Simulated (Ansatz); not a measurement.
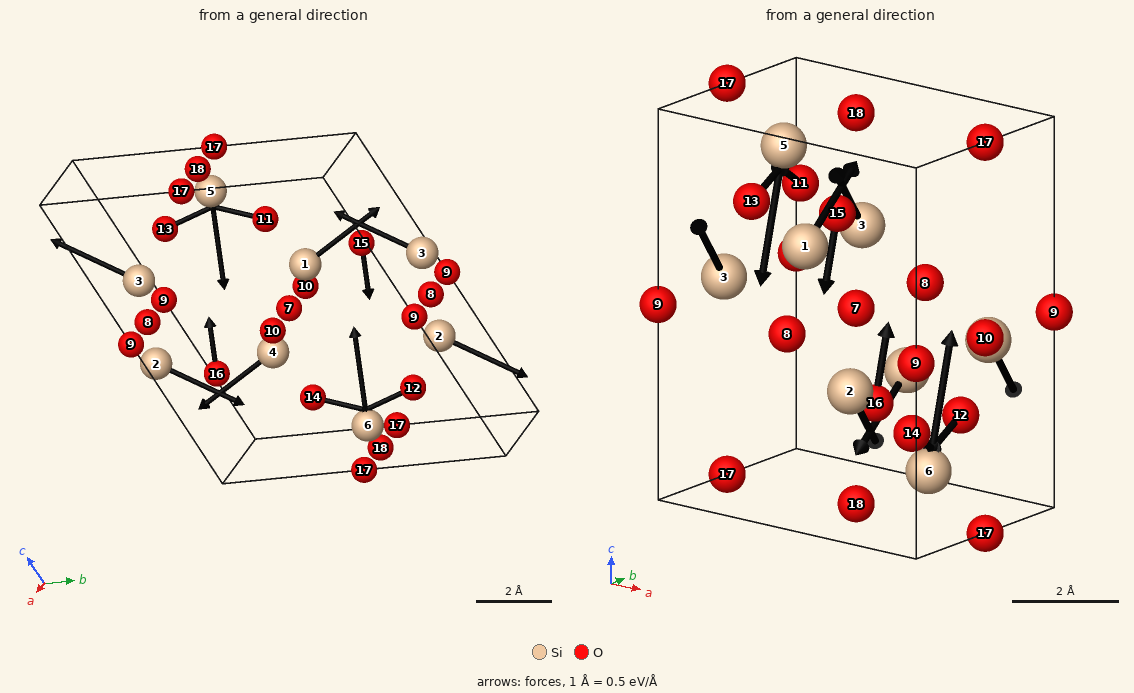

A spheres-only rendering, viewed from two general directions. The outline marks the cell (the run's own, in a reduced setting). The arrows are the computed forces on the atoms.

System: SiO$_{2}$. Results below were computed with Ansatz 0.2.0, DFT PBEsol, scalar-relativistic, plane waves, PAW; the settings were a kinetic-energy cutoff of 420 eV, k-points about 0.30 Å⁻¹ apart, Gaussian smearing of 0.05 eV, no spin polarisation.

Question: Judging by the arrows, is the geometry relaxed?

Answer: No. The atoms still feel forces of up to about 1.2 eV/Å, far above a usual threshold of 0.01 to 0.03 eV/Å.

Provenance: a structure listed in the Materials Project. The cell was then strained or its atoms displaced on purpose. Ansatz was used for an electronic-structure calculation on it.
